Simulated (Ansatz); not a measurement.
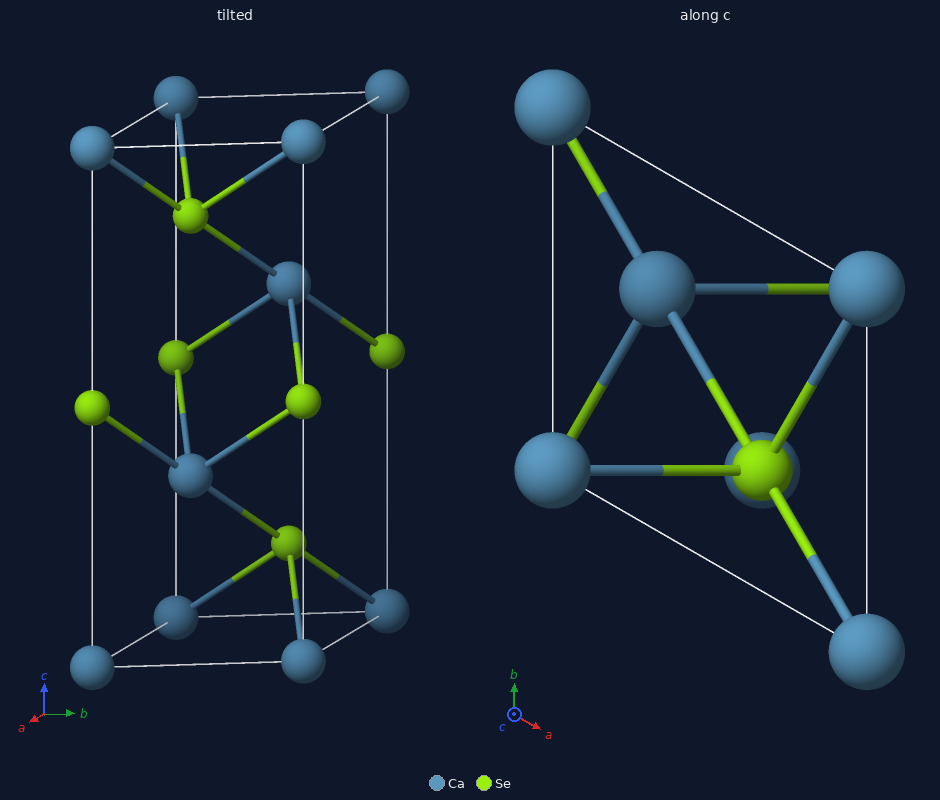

View slightly off an axis and along the c axis, drawn as a ball-and-stick model. The conventional unit cell is drawn as a box.

CaSe, space group R-3m (No. 166), a = 4.197 Å, b = 4.197 Å, c = 10.605 Å, α = 90.00°, β = 90.00°, γ = 120.00°. The model was built from a structure type filled with these elements by a generator (whether the compound takes this form wasn't checked). The cell was then strained or its atoms displaced on purpose. A calculation with Ansatz used it as input.

This one geometry was computed with Ansatz (DFT, plane waves, PAW) at three levels of theory: r2SCAN, PBE and HSE06. It was relaxed with r2SCAN and then strained.

> How does the band gap change with the level of theory?

PBE: a gap of 2.06 eV, indirect; r2SCAN: a gap of 2.52 eV, indirect; HSE06: a gap of 3.01 eV, indirect.

> Collect the results in a table.

| level | cutoff (eV) | k-mesh of the run's cell | gap (eV) | pressure (GPa) |
| --- | --- | --- | --- | --- |
| r2SCAN | 500 | 8×8×8 | 2.52 | -1.5 |
| PBE | 420 | 8×8×8 | 2.06 | -0.9 |
| HSE06 | 420 | 6×6×6 | 3.01 | -1.3 |

Gaps are taken on the k-mesh or band path of each run.
